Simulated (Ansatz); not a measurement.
Here is a crystal structure:

```yaml
crystal:
  lattice:
    - [3.22511, 0.00000, 0.00000]
    - [0.00000, 3.22511, 0.00000]
    - [0.00000, 0.00000, 3.22511]
  atoms:
    - { symbol: Ag, position: [0.00000, 0.00000, 0.00000] }
    - { symbol: Ag, position: [0.50000, 0.50000, 0.50000] }
```

Q: What does this file describe?

A: The element is silver. Space group: Im-3m (No. 229). Lattice: body-centred cubic. Structure type: body-centred cubic (W type). The cell holds two atoms. The coordination shell of Ag holds eight Ag in a cubic arrangement at 2.79 Å. The bonds build a three-dimensional framework.

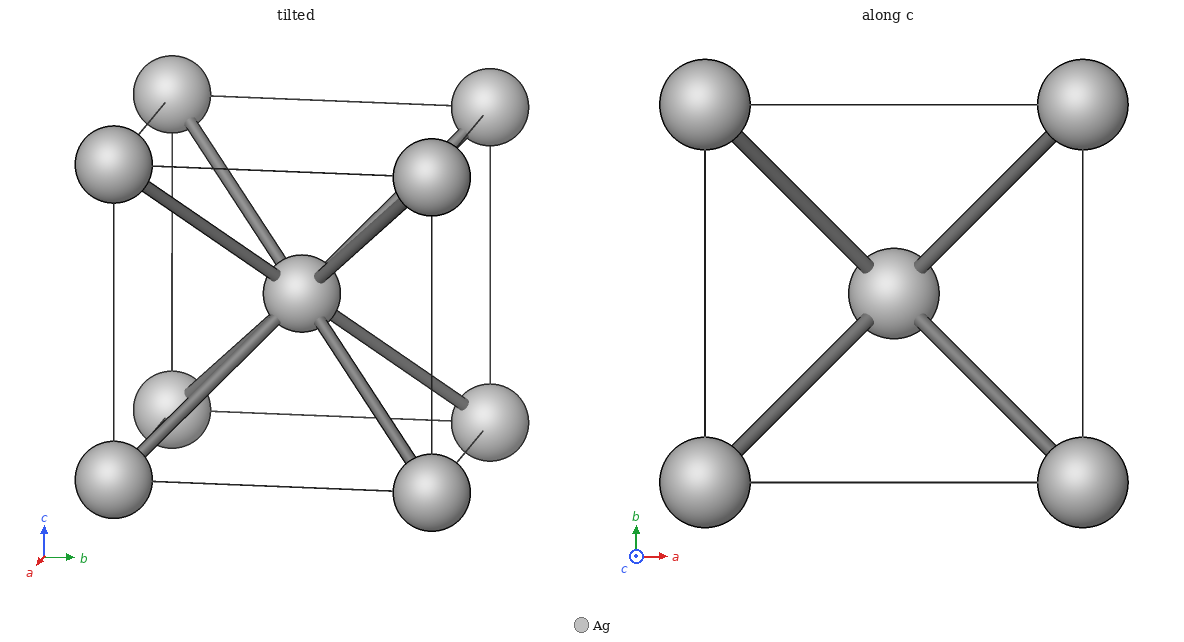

Structure drawing (ball-and-stick), viewed slightly off an axis and along the c axis. Thin lines show the conventional unit cell, with boundary atoms drawn in all their periodic places.

The structure was taken from a structure listed in the Materials Project. Earlier steps of the study may have refined or changed the cell and positions. It was run through Ansatz as a DFT input.
